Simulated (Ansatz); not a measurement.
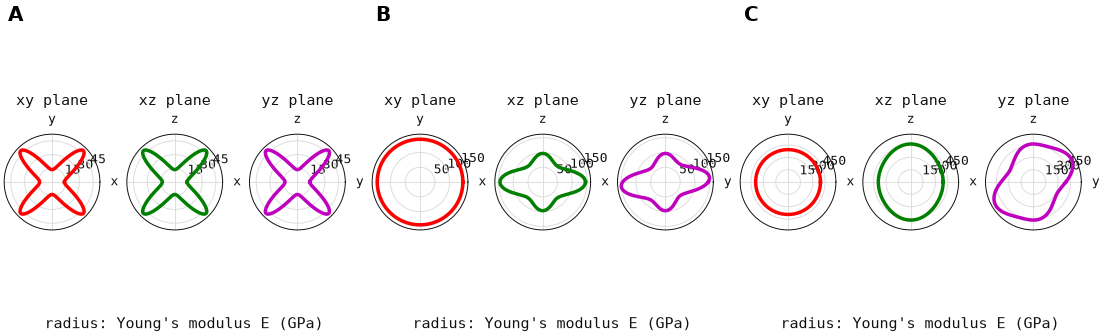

Each panel shows the Young's modulus as a function of direction in the xy, xz and yz planes for one of these solids: AlCu₃, Fm-3m (No. 225), 11.3 Å³/atom, ions relaxed; Ta₂C, P-3m1 (No. 164), 13.6 Å³/atom, ions clamped; ZrS₂, P-3m1 (No. 164), 19.8 Å³/atom, ions relaxed.

Computed with Ansatz 0.2.0: elastic stress-strain coefficients at zero temperature from small strains of the given cell, Voigt order xx yy zz yz xz xy, Cartesian axes of the cell vectors; plane waves with PAW datasets, Γ-centred k mesh. Level: PBEsol, no spin polarisation.

Match the panels to the solids.

A is AlCu₃ (E along x, y, z: 13.5, 13.5, 13.5 GPa); B is ZrS₂ (E along x, y, z: 145, 145, 96.9 GPa); C is Ta₂C (E along x, y, z: 393, 393, 462 GPa).

For AlCu₃, limits of the calculation: metal sensitive to the k mesh.

For Ta₂C, limits of the calculation: metal sensitive to the k mesh.

For ZrS₂, limits of the calculation: a crossing between the sampled k points may be missed; gap may have closed between mesh points.
